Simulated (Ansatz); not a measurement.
# KCl (Fm-3m):V_Cl, thermodynamic levels from a 32-atom cell

Aim: at which Fermi levels does V_Cl in KCl (Fm-3m) change its charge? The model is a cell of 32 host atoms with 1 Cl taken out.

Main program and level: Ansatz 0.2.0; place-levels on PBE runs: charge-transition levels and formation energies with image-charge correction and potential alignment at the atomic sites; PAW set soft_1.

## 1. Set-up

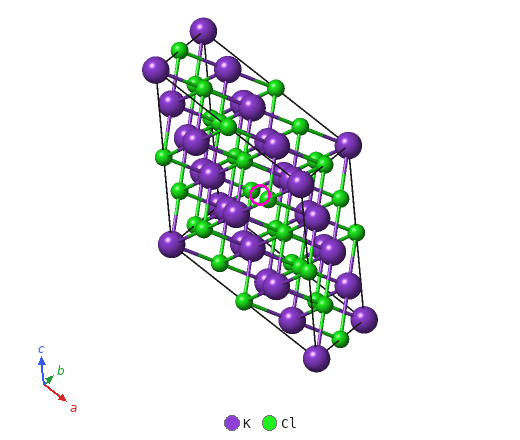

The cell as given, slightly off an axis (potassium purple, chlorine green). A ring marks the centre wherever it is empty. Some periodic images of atoms are drawn too.

The cell holds 31 atoms: 16 K and 15 Cl. Its edges and angles: a = 11.047 Å, b = 11.047 Å, c = 11.047 Å, α = 109.5°, β = 109.5°, γ = 109.5°. It derives from KCl (space group Fm-3m). Nearest the centre at fractional (0.500, 0.500, 0.500): K12 at 3.19 Å, K10 at 3.19 Å, K7 at 3.19 Å, K15 at 3.19 Å, K16 at 3.19 Å, K6 at 3.19 Å, Cl27 at 4.51 Å, Cl24 at 4.51 Å.

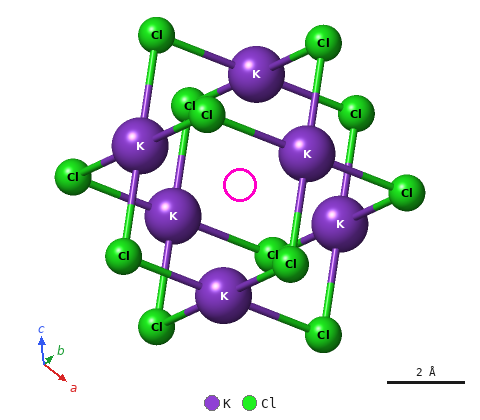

The atoms within 5 Å of the centre. A ring marks the centre wherever it is empty.

The host's dielectric constants go in as inputs: 2.28 for the electrons alone, 5.56 with the ions, computed on the host (DFPT, PBE).

The cell's shortest repeat is 11.0 Å.

## 2. Charge states

A transition level is the Fermi level at which two charge states cost the same, so each charge needs its own total energy, at its own relaxed structure.

Random displacements of about 0.05 Å break the site symmetry at the start, so that the relaxation can reach a distorted minimum if there is one. Forces are taken at one point at (¼, ¼, ¼). The cell holds 1 electron more than the neutral one, with a uniform background that keeps it neutral on the whole.

The sampling was tested on the host first: at the k-points planned (1x1x1 shifted 0.25 0.25 0.25) its energy lies -0.003 eV an atom from the dense-mesh value, under the bound of 0.02 eV set for this test; that bounds the host's error, not the defect's.

One of the inputs; charge, spin and start change from state to state.

File qm1.relax/input.yaml:

```yaml
crystal:
  lattice:
    - [-6.37791323, 6.37791323, 6.37791323]
    - [6.37791323, -6.37791323, 6.37791323]
    - [6.37791323, 6.37791323, -6.37791323]
  atoms:
    - { symbol: K, position: [0.0, 0.0, 0.0] }
    - { symbol: K, position: [0.0, 0.25, 0.75] }
    - { symbol: K, position: [0.0, 0.5, 0.5] }
    - { symbol: K, position: [0.0, 0.75, 0.25] }
    - { symbol: K, position: [0.25, 0.0, 0.75] }
    - { symbol: K, position: [0.25, 0.25, 0.5] }
    - { symbol: K, position: [0.25, 0.5, 0.25] }
    - { symbol: K, position: [0.25, 0.75, 0.0] }
    - { symbol: K, position: [0.5, 0.0, 0.5] }
    - { symbol: K, position: [0.5, 0.25, 0.25] }
    - { symbol: K, position: [0.5, 0.5, 0.0] }
    - { symbol: K, position: [0.5, 0.75, 0.75] }
    - { symbol: K, position: [0.75, 0.0, 0.25] }
    - { symbol: K, position: [0.75, 0.25, 0.0] }
    - { symbol: K, position: [0.75, 0.5, 0.75] }
    - { symbol: K, position: [0.75, 0.75, 0.5] }
    - { symbol: Cl, position: [0.0, 0.0, 0.5] }
    - { symbol: Cl, position: [0.0, 0.25, 0.25] }
    - { symbol: Cl, position: [0.0, 0.5, 0.0] }
    - { symbol: Cl, position: [0.0, 0.75, 0.75] }
    - { symbol: Cl, position: [0.25, 0.0, 0.25] }
    - { symbol: Cl, position: [0.25, 0.25, 0.0] }
    - { symbol: Cl, position: [0.25, 0.5, 0.75] }
    - { symbol: Cl, position: [0.25, 0.75, 0.5] }
    - { symbol: Cl, position: [0.5, 0.0, 0.0] }
    - { symbol: Cl, position: [0.5, 0.25, 0.75] }
    - { symbol: Cl, position: [0.5, 0.5, 0.5] }
    - { symbol: Cl, position: [0.5, 0.75, 0.25] }
    - { symbol: Cl, position: [0.75, 0.0, 0.75] }
    - { symbol: Cl, position: [0.75, 0.25, 0.5] }
    - { symbol: Cl, position: [0.75, 0.5, 0.25] }
    - { symbol: Cl, position: [0.75, 0.75, 0.0] }
  supercell: [1, 1, 1]
  defects: [{ vacancy: 26 }]
total_charge: -1
basis:
  ecutwfc: 420
  xc_grid: 2
hamiltonian:
  xc: pbe
  pseudopotentials: { kind: paw, azcp: { folder: soft_1 } }
kpoints:
  mp_grid: { grid: [1, 1, 1], shift: [0.25, 0.25, 0.25] }
scf:
  occupations: { method: fixed }
  max_iter: 80
output:
  forces: true
  charged_corrections: { epsilon: 2.28, static_epsilon: 5.56 }
relax:
  f_tol: 0.01
  max_steps: 80
  random_displacement: { amplitude: 0.05, seed: 3652 }
checkpoint:
  write: "../qm1.relax.run"
  compress: false
  write_wavefunctions: true
  write_every: 100000
```

The run is started by

```
$ ansatz run input.yaml --threads 4 --pin off --max-ram 15073MiB --backend cpu --events-out ev --progress --plain --runs-dir out
```

The run of this state that the levels use, under PBE:

File qm1.point/input.yaml:

```yaml
crystal:
  checkpoint: "../qm1.relax.run"
  host: checkpoint
total_charge: -1
basis:
  ecutwfc: 420
  xc_grid: 2
hamiltonian:
  xc: pbe
  pseudopotentials: { kind: paw, azcp: { folder: soft_1 } }
kpoints:
  mp_grid: { grid: [1, 1, 1], shift: [0.25, 0.25, 0.25] }
scf:
  occupations: { method: fixed }
  max_iter: 80
output:
  forces: true
  eigenvalues: true
  charged_corrections:
    epsilon: 2.28
    static_epsilon: 5.56
    defect_position: [0.5, 0.5, 0.5]
  eigenstates: { localisation: true }
  populations: true
  band_densities: [{ bands: [v1, v1] }, { bands: [c1, c1] }]
  write_density: true
  write_potential: true
  volumetric_format: npy
  elf: true
checkpoint:
  read: "../qm1.relax.run"
  write: "../qm1.point.run"
  compress: false
  write_wavefunctions: false
  write_every: 100000
```

Relaxations under PBE at one point at (¼, ¼, ¼); times on 4 threads of Arm Neoverse V1, shared host:

| charge | moment (μB) | occupations | outcome | steps | largest displacement against the far atoms (Å) | time |
| --- | --- | --- | --- | --- | --- | --- |
| −1 | 0 | fixed | converged | 4 | 0.10 | 24 s |
| 0 | 1 | fixed | converged | 4 | 0.02 | 49 s |
| +1 | 0 | fixed | converged | 4 | 0.19 | 22 s |

Single points under PBE at one point at (¼, ¼, ¼); times on 4 threads of Arm Neoverse V1, shared host:

| charge | moment (μB) | occupations | outcome | time |
| --- | --- | --- | --- | --- |
| −1 | 0 | fixed | converged | 6.8 s |
| 0 | 1 | fixed | converged | 16 s |
| +1 | 0 | fixed | converged | 7.2 s |

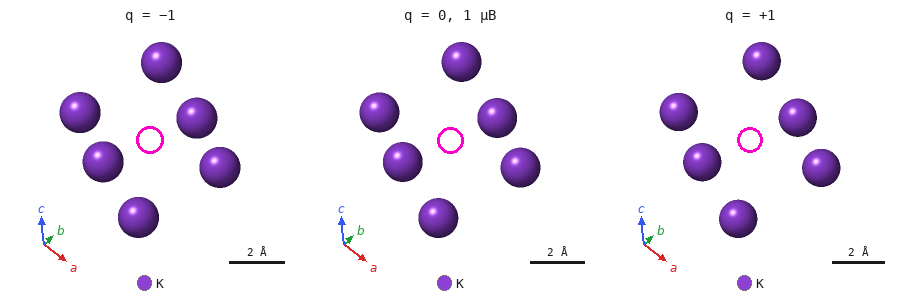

The structures near the centre after relaxation with PBE, by charge. A ring marks the centre wherever it is empty. Bonds to atoms that aren't drawn are left out.

Distances (Å) from the ideal centre to the nearest atoms after relaxation with PBE:

| charge | moment (μB) | 1. | 2. | 3. | 4. | 5. | 6. |
| --- | --- | --- | --- | --- | --- | --- | --- |
| −1 | 0 | K 3.08 | K 3.09 | K 3.09 | K 3.09 | K 3.09 | K 3.10 |
| 0 | 1 | K 3.20 | K 3.20 | K 3.21 | K 3.21 | K 3.21 | K 3.22 |
| +1 | 0 | K 3.38 | K 3.38 | K 3.38 | K 3.38 | K 3.38 | K 3.38 |

## 3. place-levels, PBE, one point at (¼, ¼, ¼)

A charged cell interacts with its images and the background, and its potential has another zero than the host's. place-levels removes the first by a point-charge model, screened by the static dielectric constant since the ions have relaxed around the charge, and the second by comparing potentials at atoms far from the defect.

The host is a run of the defect-free crystal in the same cutoffs, grids and k-points, so that basis and sampling errors cancel in part in the differences. Its band edges come from a run of the primitive cell that searches the zone for them. Chemical potentials are energies per atom of Cl (Cl2 molecule), run with the same functional and cutoff.

File levels.point.yaml:

```yaml
host:
  run: host.point.run
  levels_from: { run: edges.point.run }
states: [qm1.point.run, q0_M1.point.run, qp1.point.run]
geometry_from:
  qm1.point.run: qm1.relax.run
  q0_M1.point.run: q0_M1.relax.run
  qp1.point.run: qp1.relax.run
chemical_potentials:
  Cl:
    energy: -1079.444131
    dataset: "<sha256 of the dataset>"
epsilon: 2.28
static_epsilon: 5.56
vertical:
  - { from: qm1.point.run, to: qm1.point_neutral.run }
  - { from: qp1.point.run, to: qp1.point_neutral.run }
```

The run is started by

```
$ ansatz place-levels levels.point.yaml -- --threads 4 --pin off --max-ram 15073MiB
```

Numbers of over 12 decimals in the logs are rounded to 6 here.

The log of the run:

```text
[... repeated set-up lines and file paths are left out, and long positions are rounded to six places ...]
(+1/0) 4.095 eV above the valence edge, 0.959 eV under the conduction edge
(0/-1) 5.182 eV above the valence edge (+5.339 eV without the band-filling correction), in the conduction band
formation energy of charge +1: +0.457 eV with the Fermi level at the valence edge
formation energy of charge 0: +4.552 eV with the Fermi level at the valence edge
formation energy of charge -1: +9.734 eV with the Fermi level at the valence edge
vertical -1 to 0: no energy, since no alignment is typed
  the change from vertical[0].from (qm1.point.run) to vertical[0].to (qm1.point_neutral.run): by its potential at epsilon 2.28 it stands at 0.499 0.500 0.499, with an rms radius of about 2.4 Å (1.4 1.4 1.4 Å across the planes of the cell's vectors); [...]
vertical +1 to 0: no energy, since no alignment is typed
  the change from vertical[1].from (qp1.point.run) to vertical[1].to (qp1.point_neutral.run): by its potential at epsilon 2.28 it stands at 0.500 0.500 0.500, with an rms radius of about 1.5 Å (0.9 0.9 0.9 Å across the planes of the cell's vectors); [...]
  edges by pbe of host.levels_from (edges.point.run), its mesh sampled to repeats of 36.08 Å (the valence edge +0.157 eV and the conduction edge -1.219 eV from those of the host's own run), gap 5.054 eV; the host is sampled to repeats of 18.04 Å
  the defect's cells are sampled to repeats of 18.04 Å, like sampling
  charge +1: -40860.4373 eV with its correction of +0.164 eV, at epsilon 5.56, aligned at sites: -0.2054 eV, mean over 13 atomic sites at or beyond 5.52 Å from the defect at [0.5000, 0.5000, 0.5000], with +0.000000 for the charge's moments and without [...]
  charge 0: +0.000 eV for its dipole among its images, +0.000 omitted
  charge -1: -40849.8327 eV with its correction of +0.489 eV, at epsilon 5.56, aligned at sites: -0.1192 eV, mean over 13 atomic sites at or beyond 5.52 Å from the defect at [0.5000, 0.5000, 0.5000], with +0.000000 for the charge's moments and without [...]
  of states[2] (qp1.point.run): its alignment with the host at atomic sites is doubtful: the mean over the far sites moves by +0.2660 eV from their farther parts to their nearer, more than 0.05 eV. [...]
  of states[1] (q0_M1.point.run): stability_check_not_made
  of states[0] (qm1.point.run): a band-filling correction moves a carrier to the host's band edge, which changes its energy by -0.157 eV; [...]
```

It took 0.29 s on 4 threads of Arm Neoverse V1, shared host.

Under PBE the gap is 5.05 eV, (+1/0) 4.10, (0/−1) 5.18 (outside the gap) (with band filling) eV.

Levels between the charges placed, in eV above the valence top:

|  | gap (eV) | (+1/0) | (0/−1) |
| --- | --- | --- | --- |
| PBE | 5.05 | 4.10 | 5.18 |

Corrections by state:

| charge | moment (μB) | image terms and alignment (eV) | band filling (eV) | ε used | over the lowest of its charge, as the program ranks them, band filling apart (eV) |
| --- | --- | --- | --- | --- | --- |
| +1 | 0.0 | 0.164 | - | 5.56 | 0.000 |
| 0 | 1.0 | 0.000 | - | - | 0.000 |
| −1 | 0.0 | 0.489 | -0.157 | 5.56 | 0.000 |

The charged structures listed were also run neutral, and place-levels reads from each pair, by the potential or the spins, how wide the charge is by which they differ; that can be the carrier of either run.

| charge | rms radius (Å) | spread where it is widest against the cell (Å) | wide from (Å) | reading |
| --- | --- | --- | --- | --- |
| +1 | 1.5 | 0.85 | 1.56 | narrow |
| −1 | 2.4 | 1.40 | 1.56 | narrow |

The neutral runs of these pairs need not share the spin of the lowest neutral state, and very wide values only mean spread over the cell.

From the program's caveats on the states, each cut to its opening words:

- charge +1: its alignment with the host at atomic sites is doubtful: the mean over the far sites moves by +0.2660 eV from their farther parts to their nearer, more than [...]
- charge 0 (1 μB): flagged: stability check not made
- charge −1: a band-filling correction moves a carrier to the host's band edge, which changes its energy by -0.157 eV
- charge −1: its alignment with the host at atomic sites is doubtful: the mean over the far sites moves by -0.1957 eV from their farther parts to their nearer, more than [...]

Chemical potentials of the elements' reference phases, run alike. Formation energies (elemental references), with the Fermi level at the valence top and at the conduction bottom (gap 5.05 eV):

| charge | at valence top (eV) | at conduction bottom (eV) | correction included (eV) |
| --- | --- | --- | --- |
| +1 | 0.46 | 5.51 | 0.16 |
| 0 | 4.55 | 4.55 | 0.00 |
| −1 | 9.73 | 4.68 | 0.33 |

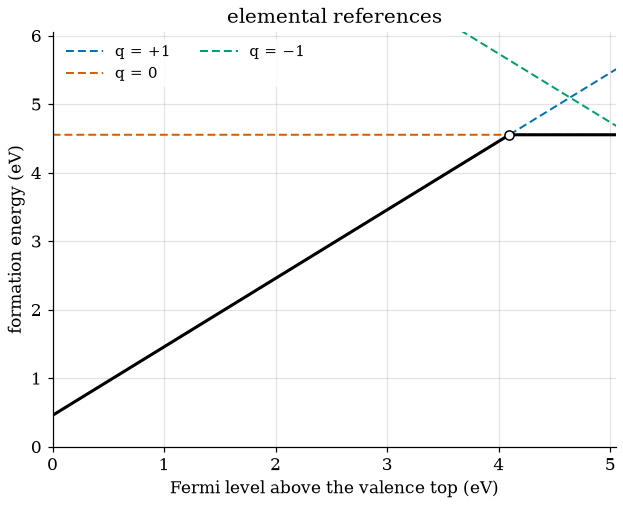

Formation energy against Fermi level; the thick line follows the lowest charge state and circles mark the transition levels.

The charge transition levels (eV, zero at the valence-band top of the host):

|  | conduction bottom | valence top |
| --- | --- | --- |
| V_Cl | 5.05 | 0.00 |

|  | level | energy (eV) |
| --- | --- | --- |
| V_Cl | (+1/0) | 4.10 |
| V_Cl | (0/−1) | 5.18 |

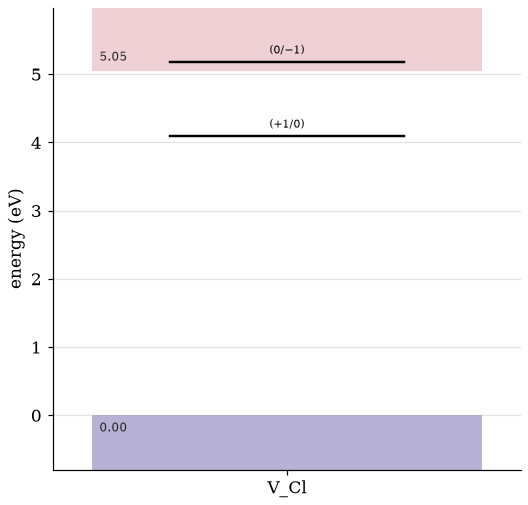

Charge transition levels. Shaded: valence and conduction bands.

## 4. place-levels, PBE, k-mesh 1x1x1 Gamma

The energy is taken again at the zone centre alone, on the same structure.

File qm1.s0/input.yaml:

```yaml
crystal:
  checkpoint: "../qm1.relax.run"
  host: checkpoint
total_charge: -1
basis:
  ecutwfc: 420
  xc_grid: 2
hamiltonian:
  xc: pbe
  pseudopotentials: { kind: paw, azcp: { folder: soft_1 } }
kpoints:
  mp_grid: { grid: [1, 1, 1] }
scf:
  occupations: { method: fermi_dirac, width: 0.01 }
  max_iter: 80
output:
  forces: true
  eigenvalues: true
  charged_corrections:
    epsilon: 2.28
    static_epsilon: 5.56
    defect_position: [0.5, 0.5, 0.5]
checkpoint:
  read: "../qm1.relax.run"
  write: "../qm1.s0.run"
  compress: false
  write_wavefunctions: false
  write_every: 100000
```

Wall time 5.3 s (4 threads); peak memory 0.87 GiB.

File levels.s0.yaml:

```yaml
host:
  run: host.s0.run
  levels_from: { run: edges.s0.run }
states: [qm1.s0.run, q0_M1.s0.run, qp1.s0.run]
geometry_from:
  qm1.s0.run: qm1.relax.run
  q0_M1.s0.run: q0_M1.relax.run
  qp1.s0.run: qp1.relax.run
chemical_potentials:
  Cl:
    energy: -1079.444131
    dataset: "<sha256 of the dataset>"
```

The run is started by

```
$ ansatz place-levels levels.s0.yaml -- --threads 4 --pin off --max-ram 15073MiB
```

The log of the run:

```text
(+1/0) 3.900 eV above the valence edge, 1.153 eV under the conduction edge
(0/-1) 4.751 eV above the valence edge, 0.303 eV under the conduction edge
formation energy of charge +1: +0.426 eV with the Fermi level at the valence edge
formation energy of charge 0: +4.326 eV with the Fermi level at the valence edge
formation energy of charge -1: +9.077 eV with the Fermi level at the valence edge
  edges by pbe of host.levels_from (edges.s0.run), its mesh sampled to repeats of 36.08 Å (the valence edge -0.006 eV and the conduction edge -0.001 eV from those of the host's own run), gap 5.054 eV; the host is sampled to repeats of 11.05 Å
[... the lines on each state left out ...]
```

Wall time 0.17 s (4 threads).

Under PBE the gap is 5.05 eV, (+1/0) 3.90, (0/−1) 4.75 eV; the stage before (PBE, at other k-points) gave a gap of 5.05 eV and levels within 0.43 eV of these.

## 5. place-levels, PBE, k-mesh 1x1x1 zone corner

The energy is taken again at a 1×1×1 shifted mesh, on the same structure.

qm1.s1/input.yaml, as its differences from qm1.s0/input.yaml of step 4:

```diff
@@ -11,3 +11,3 @@
 kpoints:
-  mp_grid: { grid: [1, 1, 1] }
+  mp_grid: { grid: [1, 1, 1], shift: [0.5, 0.5, 0.5] }
 scf:
@@ -24,3 +24,3 @@
   read: "../qm1.relax.run"
-  write: "../qm1.s0.run"
+  write: "../qm1.s1.run"
   compress: false
```

Run time: 4.4 s. Hardware: 4 threads; peak memory 1.1 GiB.

File levels.s1.yaml:

```yaml
host:
  run: host.s1.run
  levels_from: { run: edges.s1.run }
states: [qm1.s1.run, q0_M1.s1.run, qp1.s1.run]
geometry_from:
  qm1.s1.run: qm1.relax.run
  q0_M1.s1.run: q0_M1.relax.run
  qp1.s1.run: qp1.relax.run
chemical_potentials:
  Cl:
    energy: -1079.444131
    dataset: "<sha256 of the dataset>"
```

The run is started by

```
$ ansatz place-levels levels.s1.yaml -- --threads 4 --pin off --max-ram 15073MiB
```

The log of the run:

```text
(+1/0) 4.079 eV above the valence edge, 0.974 eV under the conduction edge
[...]
formation energy of charge +1: +0.424 eV with the Fermi level at the valence edge
formation energy of charge 0: +4.504 eV with the Fermi level at the valence edge
formation energy of charge -1: +9.646 eV with the Fermi level at the valence edge
[...]
[... the lines on each state left out ...]
```

Elapsed: 0.17 s, on 4 threads.

Under PBE the gap is 5.05 eV, (+1/0) 4.08, (0/−1) 5.14 (outside the gap) (with band filling) eV; the stage before (PBE, at other k-points) gave a gap of 5.05 eV and levels within 0.39 eV of these.

## 6. Placing the levels, PBE, k-mesh 2x2x2 Gamma

The energy is taken again at a 2×2×2 Γ-centred mesh, on the same structure.

qm1.s2/input.yaml, as its differences from qm1.s1/input.yaml of step 5:

```diff
@@ -11,3 +11,3 @@
 kpoints:
-  mp_grid: { grid: [1, 1, 1], shift: [0.5, 0.5, 0.5] }
+  mp_grid: { grid: [2, 2, 2] }
 scf:
@@ -24,3 +24,3 @@
   read: "../qm1.relax.run"
-  write: "../qm1.s1.run"
+  write: "../qm1.s2.run"
   compress: false
```

Elapsed: 30 s, on 4 threads; peak memory 3.3 GiB.

File levels.s2.yaml:

```yaml
host:
  run: host.s2.run
  levels_from: { run: edges.s2.run }
states: [qm1.s2.run, q0_M1.s2.run, qp1.s2.run]
geometry_from:
  qm1.s2.run: qm1.relax.run
  q0_M1.s2.run: q0_M1.relax.run
  qp1.s2.run: qp1.relax.run
chemical_potentials:
  Cl:
    energy: -1079.444131
    dataset: "<sha256 of the dataset>"
```

The run is started by

```
$ ansatz place-levels levels.s2.yaml -- --threads 4 --pin off --max-ram 15073MiB
```

The log of the run:

```text
(+1/0) 4.047 eV above the valence edge, 1.007 eV under the conduction edge
(0/-1) 5.176 eV above the valence edge, in the conduction band
formation energy of charge +1: +0.441 eV with the Fermi level at the valence edge
formation energy of charge 0: +4.488 eV with the Fermi level at the valence edge
formation energy of charge -1: +9.665 eV with the Fermi level at the valence edge
[...]
[... the lines on each state left out ...]
```

It took 0.18 s on 4 threads.

Under PBE the gap is 5.05 eV, (+1/0) 4.05, (0/−1) 5.18 (outside the gap) eV; the stage before (PBE, at other k-points) gave a gap of 5.05 eV and levels within 0.03 eV of these.

(Part 1 of 2 ends here.)

[Logs are printed without paths, hosts, clocks, repeated set-up lines and the standing remarks that a program may print on its own settings, such as how far it seeks lower states.]

[Hosts, paths, dates, database ids (printed as entryN), source tags and the programs' standing remarks are cut or masked in the printed files.]

[Where a table of states has a column of steps, it counts the stored structures, which are thinned; the runs took as many ionic steps or more.]

[A defect's name tells the site on which it was built; relaxed atoms can leave that site.]

[For some hosts the program warned that the k-mesh of the response run may be too coarse for force constants and the static dielectric constant; such warnings are not shown here.]
